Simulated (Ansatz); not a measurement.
```
CELL_PARAMETERS angstrom
5.38634 0.00000 0.00000
0.00000 4.18863 0.00000
0.00000 0.00000 5.90705
ATOMIC_POSITIONS crystal
Ge 0.50000 0.50000 0.21944
Ge 0.50000 0.50000 0.78056
Ge 0.00000 0.50000 0.78056
Ge 0.00000 0.50000 0.21944
Ge 0.00000 0.00000 0.50000
Ge 0.50000 0.00000 0.50000
```

Space group Pmmm; a structure generated by program, which may or may not match a known phase.

These are results of Ansatz 0.2.0, DFT PBE, scalar-relativistic, plane waves, PAW, not measurements.

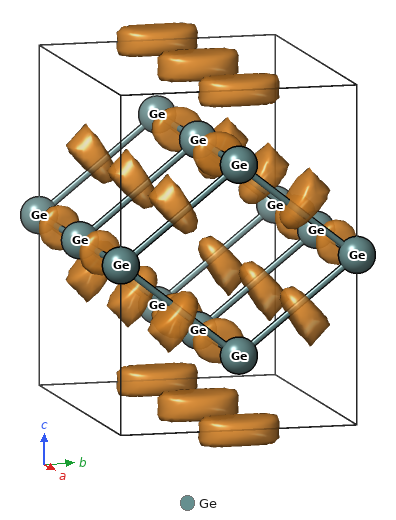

Ge. Isosurface of the electron localisation function at 0.55 (orange), seen slightly off an axis. Only the valence region is drawn (cores and ρ < 0.01 e/Å³ removed). Sticks mark near contacts.

Core electrons are frozen (PAW), and the valence fields are smoothed inside the atomic spheres.

What do the ELF domains correspond to?

Answer. The ELF exceeds this value in 16 regions between bonded Ge–Ge atoms, counted in one cell of 6 atoms. Regions shared between cells count once. Profiles from the grid: Ge–Ge (2.59 Å): the ELF peaks at about 0.70 between the atoms. Ge–Ge (2.67 Å): the ELF peaks at about 0.65 between the atoms.

Does the calculation make it a metal, or give it a gap?

Answer. It is gapless in this calculation (a metal or semimetal).
